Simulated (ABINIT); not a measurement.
# A GW chain in ABINIT: GaP (F-43m)

Wanted: ground state, empty states, screening and self-energy for GaP (F-43m).

Calculated with ABINIT 10.8.3; PBE and many-body steps on it, plane waves.

**Experimental background.**

- Gap 2.25 ± 0.04 eV: optical gap from Tauc plot (fundamental, indirect); spectroscopic ellipsometry, Tauc-Lorentz fit and Tauc plot; 300 K; film (GaP layer on Si reference sample) on Si (“Assessment of GaPSb/Si tandem material association properties for photoelectrochemical cells”, 2020, arxiv:2002.02774).

Most raw output is cut from this account.

### Step 1. Set-up

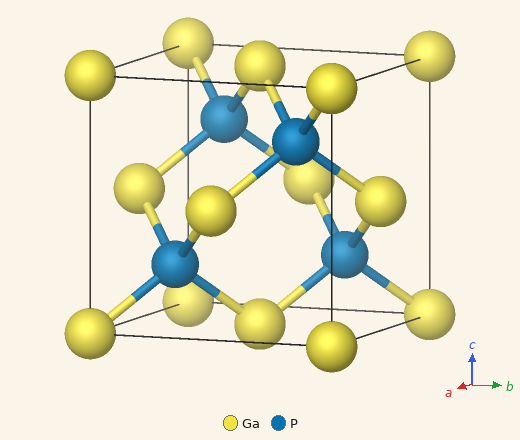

The cell as given, slightly off an axis (gallium yellow, phosphorus blue). This picture shows the conventional cell, with its axes. Bonds to atoms that aren't drawn are left out. Some periodic images of atoms are drawn too.

The cell and positions come from the Crystallography Open Database and are kept as given unless a step says otherwise.

### Step 2. Ground state

This step: ABINIT 10.8.3; DFT, PBE, plane waves, norm-conserving pseudopotentials.

The ground-state density comes first.

run.abi reads:

```
acell 3*1.0 Angstrom
rprim 
  0.000000000000 2.725250000000 2.725250000000
  2.725250000000 0.000000000000 2.725250000000
  2.725250000000 2.725250000000 0.000000000000
ntypat 2
znucl 31 15
natom 2
typat 1 2
xred 
  0.000000000000 0.000000000000 0.000000000000
  0.250000000000 0.250000000000 0.250000000000
pp_dirpath "pseudos"
pseudos "Ga.upf, P.upf"
ecut 36
ngkpt 6 6 6
nshiftk 1
shiftk 0 0 0
kptopt 1
chksymbreak 0
nband 14
occopt 1
tolvrs 1e-10
nstep 60
prtwf 0
optforces 0
optstress 0
indata_prefix "in"
outdata_prefix "out"
tmpdata_prefix "tmp"
```

On the command line:

```bash
OMP_NUM_THREADS=1 mpirun -n 4 abinit run.abi > log
```

The job ended after 6.9 s (4 MPI ranks of Arm Neoverse V2, shared host; peak memory 0.29 GiB; 27 s of CPU time).

Numbers from this step:

```
total energy               : -2270.1818 eV
gap                        : 1.653 eV
k of the valence top       : 0, 0, 0
k of the conduction bottom : 0.5, 0.5, 0
least direct gap           : 1.817 eV
```

The gap is indirect, with the least direct gap 0.16 eV higher.

### Step 3. Bands along the symmetry lines

The cheap functional maps the bands first; the places of the edges decide which points the dearer methods must see.

run.abi reads:

```
acell 3*1.0 Angstrom
rprim 
  0.000000000000 2.725250000000 2.725250000000
  2.725250000000 0.000000000000 2.725250000000
  2.725250000000 2.725250000000 0.000000000000
ntypat 2
znucl 31 15
natom 2
typat 1 2
xred 
  0.000000000000 0.000000000000 0.000000000000
  0.250000000000 0.250000000000 0.250000000000
pp_dirpath "pseudos"
pseudos "Ga.upf, P.upf"
ecut 36
iscf -2
irdden 1
kptopt 0
nkpt 50
kpt 
  0.00000000 0.00000000 0.00000000
  -0.06250000 -0.06250000 0.00000000
  -0.12500000 -0.12500000 0.00000000
  -0.18750000 -0.18750000 0.00000000
  -0.25000000 -0.25000000 0.00000000
  -0.31250000 -0.31250000 0.00000000
  -0.37500000 -0.37500000 0.00000000
  -0.43750000 -0.43750000 0.00000000
  -0.50000000 -0.50000000 0.00000000
  -0.48437500 -0.48437500 0.03125000
  -0.46875000 -0.46875000 0.06250000
  -0.45312500 -0.45312500 0.09375000
  -0.43750000 -0.43750000 0.12500000
  -0.42187500 -0.42187500 0.15625000
  -0.40625000 -0.40625000 0.18750000
  -0.39062500 -0.39062500 0.21875000
  -0.37500000 -0.37500000 0.25000000
  -0.37500000 0.00000000 0.37500000
  -0.32812500 0.00000000 0.32812500
  -0.28125000 0.00000000 0.28125000
  -0.23437500 0.00000000 0.23437500
  -0.18750000 0.00000000 0.18750000
  -0.14062500 0.00000000 0.14062500
  -0.09375000 0.00000000 0.09375000
  -0.04687500 0.00000000 0.04687500
  0.00000000 0.00000000 0.00000000
  0.00000000 0.00000000 0.06250000
  0.00000000 0.00000000 0.12500000
  0.00000000 0.00000000 0.18750000
  0.00000000 0.00000000 0.25000000
  0.00000000 0.00000000 0.31250000
  0.00000000 0.00000000 0.37500000
  0.00000000 0.00000000 0.43750000
  -0.00000000 -0.00000000 0.50000000
  -0.06250000 -0.03125000 0.46875000
  -0.12500000 -0.06250000 0.43750000
  -0.18750000 -0.09375000 0.40625000
  -0.25000000 -0.12500000 0.37500000
  -0.31250000 -0.15625000 0.34375000
  -0.37500000 -0.18750000 0.31250000
  -0.43750000 -0.21875000 0.28125000
  -0.50000000 -0.25000000 0.25000000
  -0.50000000 -0.28125000 0.21875000
  -0.50000000 -0.31250000 0.18750000
  -0.50000000 -0.34375000 0.15625000
  -0.50000000 -0.37500000 0.12500000
  -0.50000000 -0.40625000 0.09375000
  -0.50000000 -0.43750000 0.06250000
  -0.50000000 -0.46875000 0.03125000
  -0.50000000 -0.50000000 0.00000000
istwfk *1
nband 16
nbdbuf 2
tolwfr 1e-08
nstep 40
prtwf 0
prtvol 0
indata_prefix "in"
outdata_prefix "out"
tmpdata_prefix "tmp"
```

Run time: 10 s. Hardware: 4 MPI ranks; peak memory 0.28 GiB.

This step gave:

```
gap                        : 1.593 eV
k of the valence top       : 0, 0, 0
k of the conduction bottom : -0.4375, -0.4375, 0
least direct gap           : 1.817 eV
```

The gap is 1.593 eV, −0.060 eV from the run before at this level.

Electronic bands along the path, in eV, zero at the top of the highest filled band:

| point | band 6 | band 7 | band 8 | band 9 | band 10 | band 11 | band 12 | band 13 |
| --- | --- | --- | --- | --- | --- | --- | --- | --- |
| Γ | -12.49 | 0.00 | 0.00 | 0.00 | 1.82 | 3.89 | 3.89 | 3.89 |
| X | -9.53 | -6.75 | -2.68 | -2.68 | 1.65 | 1.82 | 10.57 | 10.57 |
| U | -9.57 | -6.55 | -3.94 | -2.25 | 2.19 | 4.80 | 8.23 | 8.26 |
| jump to K | -9.57 | -6.55 | -3.94 | -2.25 | 2.19 | 4.80 | 8.23 | 8.26 |
| Γ | -12.49 | 0.00 | 0.00 | 0.00 | 1.82 | 3.89 | 3.89 | 3.89 |
| L | -10.43 | -6.63 | -1.12 | -1.12 | 1.67 | 4.72 | 4.72 | 8.29 |
| W | -9.44 | -6.55 | -3.58 | -3.42 | 4.70 | 4.86 | 6.10 | 6.15 |
| X | -9.53 | -6.75 | -2.68 | -2.68 | 1.65 | 1.82 | 10.57 | 10.57 |

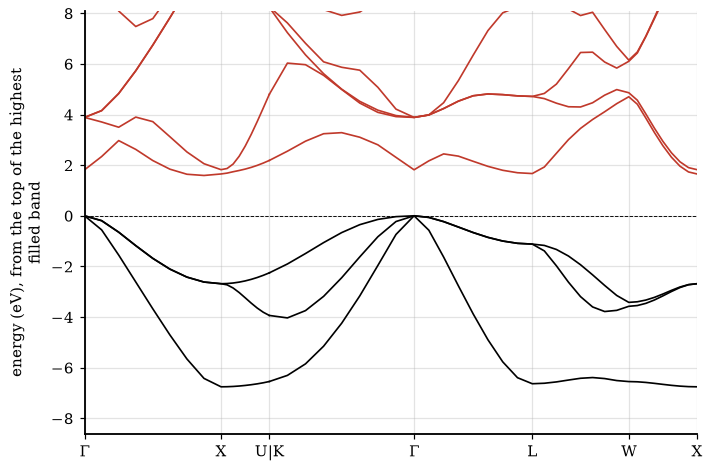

Electronic bands along the path; lines of filled and empty bands in two colours.

### Step 4. Empty states on the mesh, 4×4×4 mesh, 50 bands

The sums over transitions need many empty states on a uniform mesh; this step solves for them.

run.abi reads:

```
acell 3*1.0 Angstrom
rprim 
  0.000000000000 2.725250000000 2.725250000000
  2.725250000000 0.000000000000 2.725250000000
  2.725250000000 2.725250000000 0.000000000000
ntypat 2
znucl 31 15
natom 2
typat 1 2
xred 
  0.000000000000 0.000000000000 0.000000000000
  0.250000000000 0.250000000000 0.250000000000
pp_dirpath "pseudos"
pseudos "Ga.upf, P.upf"
ecut 36
ngkpt 4 4 4
nshiftk 1
shiftk 0 0 0
kptopt 1
chksymbreak 0
iscf -2
irdden 1
istwfk *1
nband 50
nbdbuf 4
tolwfr 1e-09
nstep 60
prtvol 0
indata_prefix "in"
outdata_prefix "out"
tmpdata_prefix "tmp"
```

Elapsed: 7.4 s, on 4 MPI ranks; peak memory 0.26 GiB.

Numbers from this step:

| Quantity | Value |
| --- | --- |
| gap | 1.653 eV |
| k of the valence top | 0, 0, 0 |
| k of the conduction bottom | 0.5, 0.5, 0 |
| least direct gap | 1.817 eV |
| k points computed | 8 |
| lowest point of the top converged band, above the valence top | 45.23 eV |

On this mesh the gap is 1.653 eV.

### Step 5. Screening, 4×4×4 mesh, 46 bands, screening to 106.1 eV

The RPA dielectric matrix is built and inverted for each q.

This step: RPA screening on PBE, plane waves, norm-conserving pseudopotentials.

Edit run.abi of step 4 so:

```diff
@@ -20,10 +20,11 @@
 chksymbreak 0
-iscf -2
-irdden 1
 istwfk *1
-nband 50
-nbdbuf 4
-tolwfr 1e-09
-nstep 60
-prtvol 0
+occopt 1
+irdwfk 1
+optdriver 3
+nband 46
+ecuteps 3.9
+inclvkb 2
+awtr 1
+symchi 1
 indata_prefix "in"
```

The job ended after 5.2 s (4 MPI ranks; peak memory 0.46 GiB; 20 s of CPU time).

This step gave:

```
ε∞ with local fields, on this mesh, along the program's q direction : 18.02
the same without local fields                                       : 19.59
plasma frequency                                                    : 24.76 eV
plane waves in the screening matrix                                 : 113
```

Local fields lower ε∞ by 8 %. On a Γ-centred mesh this coarse the value itself is usually too large, while a short band sum pulls it down.

### Step 6. Self-energy, 4×4×4 mesh, 46 bands, screening to 106.1 eV

The self-energy is evaluated for the states that the input lists, and the levels follow from it, in one-shot runs by the linearised quasiparticle equation.

This step: G0W0 on PBE, plane waves, norm-conserving pseudopotentials.

Edit run.abi of step 5 so:

```diff
@@ -23,8 +23,17 @@
 irdwfk 1
-optdriver 3
+optdriver 4
 nband 46
+gwcalctyp 0
+ecutsigx 36
+symsigma 1
+nkptgw 2
+kptgw 
+  0.0000000000 0.0000000000 0.0000000000
+  0.5000000000 0.5000000000 0.0000000000
+bdgw 
+  7 13
+  8 11
 ecuteps 3.9
-inclvkb 2
-awtr 1
-symchi 1
+irdscr 1
+ppmodel 1
 indata_prefix "in"
```

Wall time 3.1 s (4 MPI ranks); peak memory 0.37 GiB.

This step gave:

```yaml
g0w0_gap_on_the_points_computed: 2.014 eV
starting_gap_on_the_mesh: 1.653 eV
k_of_the_valence_top: 0, 0, 0
k_of_the_conduction_bottom: 0.5, 0.5, 0
z_at_the_valence_top: 0.783
z_at_the_conduction_bottom: 0.807
least_direct_g0w0_gap_on_the_computed_points: 2.366 eV
```

The gap on the mesh goes from 1.65 eV to 2.01 eV, a correction of +0.36 eV.

Limits: finite bands, cutoff and mesh; exchange with frozen shells missing; no spin-orbit coupling; coarse k mesh. v1 is the top filled band, c1 the lowest empty one. The levels before and after the correction (eV, zero at the valence-band top of each column):

|  | conduction bottom | valence top |
| --- | --- | --- |
| Kohn-Sham | 1.65 | 0.00 |
| G0W0 | 2.01 | 0.00 |

|  | level | energy (eV) |
| --- | --- | --- |
| Kohn-Sham | Γ v3-v1 | 0.000 |
| Kohn-Sham | Γ c1 | 1.817 |
| Kohn-Sham | Γ c2-c4 | 3.887 |
| Kohn-Sham | (0.5 0.5 0) v2-v1 | -2.683 |
| Kohn-Sham | (0.5 0.5 0) c1 | 1.653 |
| Kohn-Sham | (0.5 0.5 0) c2 | 1.822 |
| G0W0 | Γ v3-v1 | 0.000 |
| G0W0 | Γ c1 | 2.366 |
| G0W0 | Γ c2-c4 | 4.276 |
| G0W0 | (0.5 0.5 0) v2-v1 | -3.078 |
| G0W0 | (0.5 0.5 0) c1 | 2.014 |
| G0W0 | (0.5 0.5 0) c2 | 2.354 |

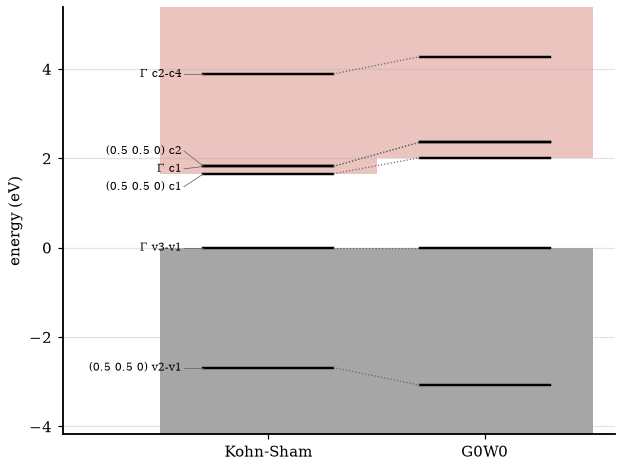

Levels before and after the correction. Shaded: valence and conduction bands.

### Step 7. Where the time went

Times are wall times on 4 MPI ranks of Arm Neoverse V2, shared host, good to a factor of about two.

| step | time | share | memory (GiB) |
| --- | --- | --- | --- |
| ground state | 6.9 s | 21 % | 0.29 |
| bands along the symmetry lines | 10 s | 31 % | 0.28 |
| empty states on the mesh | 7.4 s | 23 % | 0.26 |
| screening | 5.2 s | 16 % | 0.46 |
| self-energy | 3.1 s | 9 % | 0.37 |

### Step 8. What came out

* PBE gap: 1.59 eV, indirect
* G0W0 gap on the mesh: 2.01 eV
* G0W0 gap over the zone (rigid shift): 1.95 eV
* GW settings: 4×4×4 mesh, 46 bands, screening to 106.1 eV, Godby-Needs plasmon pole
* known limits: not at the basis limit; exchange with frozen shells missing; no spin-orbit coupling; coarse k mesh

What this shows: G0W0 moves the gap on the mesh from 1.65 eV to 2.01 eV (+0.36 eV), with Z of 0.78 and 0.81 at the edges. The mesh misses the band edges by 0.06 eV in all; a rigid shift gives 1.95 eV for the zone. Local fields lower the RPA ε∞ on this mesh from 19.59 to 18.02; a Γ-centred mesh this coarse tends to raise both, most where the direct gap is narrow, while a short band sum lowers them. Only 2 of the mesh's irreducible points were corrected, so a valley elsewhere could overtake. Against experiment, by G0W0@PBE: the gap of 1.95 eV lies −0.30 eV from the measured 2.25 ± 0.04 eV (indirect, 300 K, on Si, 2020). The calculation has static nuclei and no excitons; a measured gap holds zero-point and thermal motion, which mostly lowers it. Bands and cutoff are finite, so the gap is not at the basis limit. The miss can reach some tenths of an eV and take either sign; the mesh is an error of its own. In the G0W0 run levels were corrected at 2 k points alone, so a gap called «on the mesh» is the least over those, and an edge elsewhere would be missed. A denser mesh or path gives a starting gap of 1.59 eV: the GW mesh misses a band edge, so its gaps are not the fundamental one. The 4×4×4 mesh is coarse for this cell, which bears on the long-range parts of exchange and screening. The norm-conserving file of at least one element keeps a d shell over frozen s and p shells of the same row. Exchange with those shells is missing from the self-energy, an error of 0.3 to 0.9 eV in cases checked, whose sign depends on which edge lies on those atoms. The many-body steps are scalar-relativistic: spin-orbit coupling is not in them.

[Paths, hosts, dates, memory and timing lines, banners, echoed tables and standing remarks are left out of the program output.]

[Logs are printed without paths, hosts, clocks, repeated set-up lines and the standing remarks that a program may print on its own settings, such as how far it seeks lower states.]

[Runs of the session that timed out or met a known fault of the program may be left out.]

[Hosts, paths, dates, database ids (printed as entryN), source tags and the programs' standing remarks are cut or masked in the printed files.]

[G0W0 gaps are taken among the corrected bands and points alone; a level outside them can change the order at an edge.]

[Where Ansatz stands beside ABINIT at settings called matched, ABINIT's density can come from a denser mesh and the files from another edition; pairs whose starting gaps differed by over 0.03 eV were left out, so agreement reads better than it is.]
